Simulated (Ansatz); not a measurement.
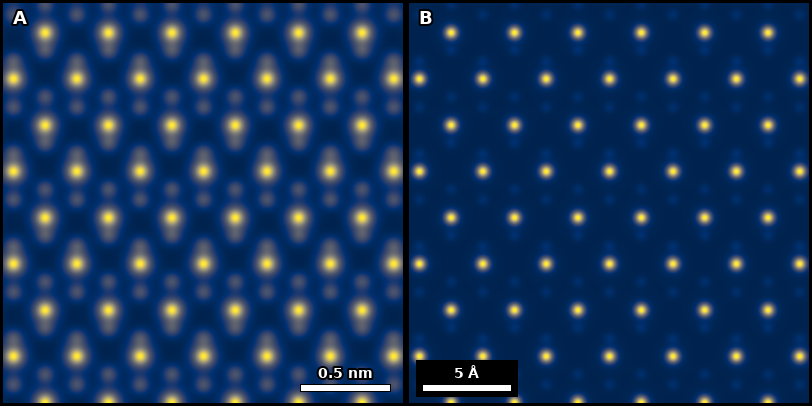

Two simulated images of the same area of ZrO$_{2}$ (P4_2/nmc, No. 137) along [100], with a probe of 0.54 Å. One is incoherent Z contrast (Z^1.7 per atom), the other the projected potential of neutral atoms blurred by the probe (iDPC-like, thin sample). Brightness is counted from the darkest point of the image. Atomic positions: the end point of a relaxation with DFT, PAW plane waves, pbe, spin-orbit in Ansatz 0.2.0.

Which panel is which, and how can one tell?

Answer. B is the Z-contrast image and A the potential image. The columns of 1 O per repeat reach about 7 % of the brightest peak (1 Zr) in B but about 31 % in A, mainly since the potential grows much more slowly with atomic number.
